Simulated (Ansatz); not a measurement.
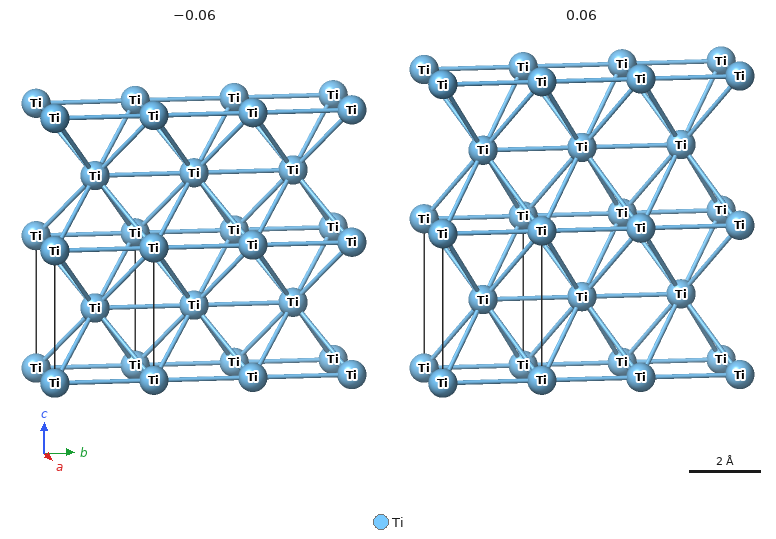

Crystalline Ti (set up in Fm-3m), under strain along c alone (the other axes held, atoms fixed by symmetry), with energies (extrapolated to zero smearing) counted from the relaxed crystal, which is the row at zero; the cubic crystal is set up in a tetragonal cell with a = a(cubic)/√2 and c = a(cubic). The picture shows the first and the last member. The picture is a ball-and-stick view of the cell of the calculation, repeated 1 × 3 × 2 with one cell outlined, seen slightly off an axis.

Computed with Ansatz 0.2.0: DFT PBEsol, scalar-relativistic, plane waves, PAW. Settings: plane-wave cutoff 420 eV; k-point mesh 18 × 18 × 14; occupations gaussian; smearing width 0.1 eV; no spin polarisation.

```json
{"strain": "−0.06", "energy (meV/atom)": "27.83", "a (Å)": "2.868", "c (Å)": "3.812"}
{"strain": "−0.04", "energy (meV/atom)": "12.09", "a (Å)": "2.868", "c (Å)": "3.894"}
{"strain": "−0.02", "energy (meV/atom)": "3.09", "a (Å)": "2.868", "c (Å)": "3.975"}
{"strain": "0.0", "energy (meV/atom)": "0.00", "a (Å)": "2.868", "c (Å)": "4.056"}
{"strain": "0.02", "energy (meV/atom)": "3.06", "a (Å)": "2.868", "c (Å)": "4.137"}
{"strain": "0.04", "energy (meV/atom)": "?", "a (Å)": "?", "c (Å)": "?"}
{"strain": "0.06", "energy (meV/atom)": "24.62", "a (Å)": "2.868", "c (Å)": "4.299"}
```

Question: Estimate the missing row from the others, and compare with the calculation.

Answer: A parabola through three neighbouring rows (0.0, 0.02, 0.06) gives, with Lagrange weights, (−0.3333)(0.00) + (1.0000)(3.06) + (0.3333)(24.62) = 11.27 meV/atom. The calculation gives 11.50 meV/atom (a = 2.868 Å, c = 4.218 Å). The estimate is 0.23 meV/atom too low. From the first member to the last: Ti–Ti 2.783 → 2.955 Å.

The whole series:

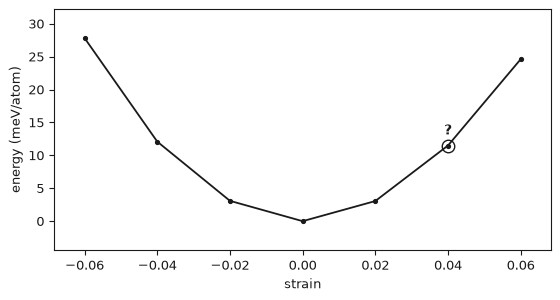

Each member starts from this one structure; whether another phase lies lower wasn't checked.
